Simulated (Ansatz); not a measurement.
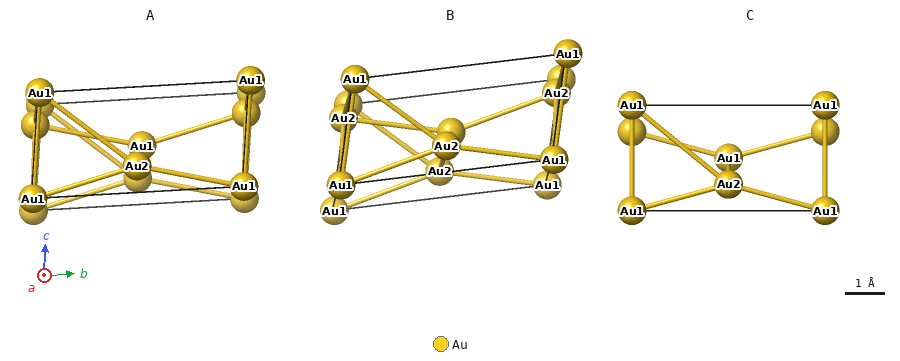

3 geometries from one relaxation of crystalline Au (a generated structure, set up in I4_1/amd), in shuffled order. Style: ball-and-stick. Shown: the conventional cell (2 times the calculation's cell), along the a axis. Lengths and directions refer to the drawn axes.

Phase: beta-Sn type.

Method: Ansatz, DFT, BLYP, plane waves (420 eV) with PAW, scalar-relativistic. (plane-wave cutoff 420 eV; k-point mesh 13 × 13 × 9; occupations fermi dirac; smearing width 0.1 eV; no spin polarisation; cell and atoms relaxed; force threshold 0.01 eV/Å; at most 60 steps)

Q: Order the frames from highest to lowest energy.

A: C, A, B. They are steps 0, 5, 19, at +291 meV per atom, +19.9 meV per atom relative to the last. The energy falls by 291 meV per atom in 14 accepted moves (19 points after the start). The largest force component goes from 0.00028 to 0.00015 eV/Å. Pressure: 26.74 GPa at the start and 0.00 GPa at the end. The line search rejected the trial steps at points 9, 15 of the run. At 3 points the geometry stayed and the basis and grid were re-selected for the new cell (energy shift of 7.7 meV per atom at most each time). The largest moves relative to the cell, 0.088 Å, are those of Au1 and Au2. Au2 goes along [1 −1 0]. The volume changes by +18.2 %, with a = b 5.072 → 5.635 Å (+11.1 %), c 2.769 → 2.829 Å (+2.2 %), α 90.0° → 75.5°, β 90.0° → 75.5°, γ 90.0° → 85.7°. Among the contacts that change: Au1–Au2 2.629 → 2.965 Å, Au1–Au2 (another image) 3.278 → 2.968 Å, Au1–Au2 (another image) 2.629 → 2.854 Å, Au1–Au1 2.769 → 2.829 Å. The space group (tolerance 0.01 Å) goes from I4_1/amd (No. 141) to C2/c (No. 15). The run took 2.7 min on 2 threads of Arm Neoverse V2, on a shared host, peak memory 0.66 GiB.
